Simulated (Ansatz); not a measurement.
Consider this structure, Se.

Space group P6/mmm (No. 191). a = 4.699 Å, b = 4.699 Å, c = 3.334 Å, α = 90.00°, β = 90.00°, γ = 120.00°
```tsv
atom	site	symmetry	x	y	z
Se	1a	6/mmm	0.0000	0.0000	0.0000
Se	2d	-6m2	0.3333	0.6667	0.5000
```

Basis of the simulation: the geometry relaxed with Ansatz, DFT, PBE, plane waves (420 eV) with PAW, scalar-relativistic; the starting structure was generated, so it need not be a known form of this composition.

**Predict the first 3 clear peaks of the X-ray G(r) with σ = 0.07 Å, and name the atom pairs.**

1. 2.71 Å: Se–Se at 2.71 Å
2. 3.18 Å: Se–Se at 3.18–3.33 Å
3. 4.30 Å: Se–Se at 4.30 Å

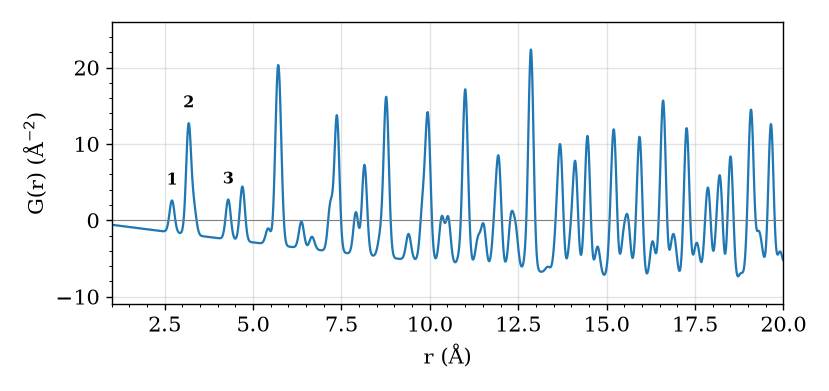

Simulated X-ray pair distribution function, G(r) = R(r)/r − 4πρ₀r, summed over the atomic distances of the structure with each pair weighted by the product of the atomic numbers (X-ray weights at Q = 0); every distance is a Gaussian of σ = 0.07 Å, damped by exp(−(Q_damp r)²/2) with Q_damp = 0.040 Å⁻¹. No termination ripples are included.
